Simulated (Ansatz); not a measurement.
**GaP: geometry relaxation (part 3 of 3)**

GaP (2 atoms in the cell); DFT PBEsol, scalar-relativistic, plane waves, PAW, spin-polarised (Ansatz 0.2.0); cutoff 420 eV, 1×1×28 k-mesh, Gaussian smearing of 0.05 eV, collinear spins. The structure derives from an entry of the Crystallography Open Database. It belongs to a series of runs on one base structure; here: strip chain of atoms.

Geometry of the input (Å; fractional positions):
```
10.9000  0.0000  0.0000
0.0000  9.3000  0.0000
0.0000  0.0000  2.2466
Ga 0.4125  0.5000  0.0000
P  0.5875  0.5000  0.5000
```

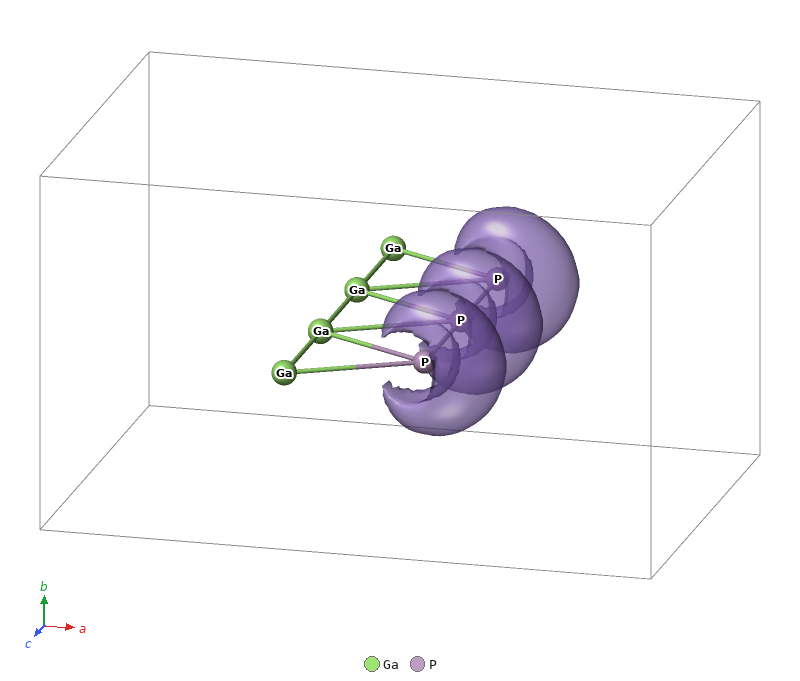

Figure 1. Isosurface of the electron localisation function at 0.8 (purple), seen from the side, at a tilt. Core shells and regions of very low density are left out. Sticks mark near contacts. Counts are for one cell; the picture repeats the cell along the surface.  Values along the shortest contacts: Ga–Ga (2.44 Å): the ELF is about 0.50 at the midpoint; no localised pair between them. P–P (2.44 Å): the ELF peaks at about 0.75 between the atoms (a covalent bond).

**Results in brief**

- outcome: converged
- electrons treated: 18
- free energy: −4481.4496 eV
- Fermi energy: −2.346 eV
- gap on the k-point mesh: none (metallic)
- net moment of the cell: 0.00 μB
- integrated absolute moment: 0.00 μB
- final volume: 247.19 Å³
- largest force (length of the vector) at the end: 0.002 eV/Å
- wall time: 23 s (CPU time 46 s)
- peak memory: 0.55 GiB

**Notes**

Warnings of the run: some starting moments were not kept; the exchange-correlation potential is rough where the density is thin.
